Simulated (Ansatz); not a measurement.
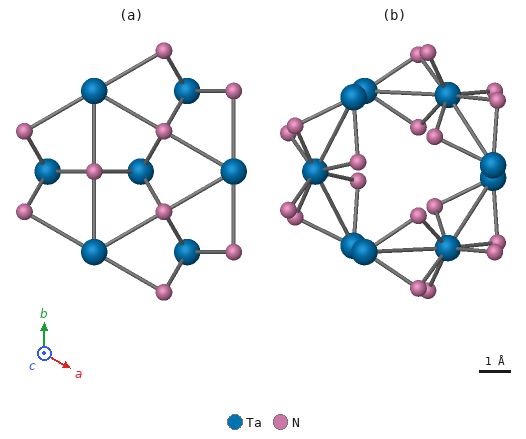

Left: perfect TaN. Right: the same region with one point defect, after relaxing the atoms in a supercell of 18 sites. A ball-and-stick model of the atoms within 4.6 Å of one point, in a slice 3.4 Å thick across the line of sight, seen along the c axis.

The calculation used Ansatz, DFT PBE, scalar-relativistic, plane waves, PAW. Settings: plane-wave cutoff 420 eV; k-point mesh 5 × 5 × 5; occupations gaussian; smearing width 0.1 eV; no spin polarisation. The cell is small and the k-mesh coarse, so the numbers are rough. The axes drawn are those of the host's conventional cell.

> Which defect is it?

A tantalum atom is taken out (a vacancy).

The charge state of the cell is 0.

> How does the lattice respond?

Around the empty Ta site the host had 6 N at 2.11 Å; after relaxation the nearest atoms are 6 N at 2.17 Å. Of the host's atoms, a nitrogen atom moves furthest from its site, by 0.32 Å. Relaxing the atoms from the host's sites lowers the energy by 1.85 eV. At a tolerance of 0.02 Å the relaxed supercell has space group R32.
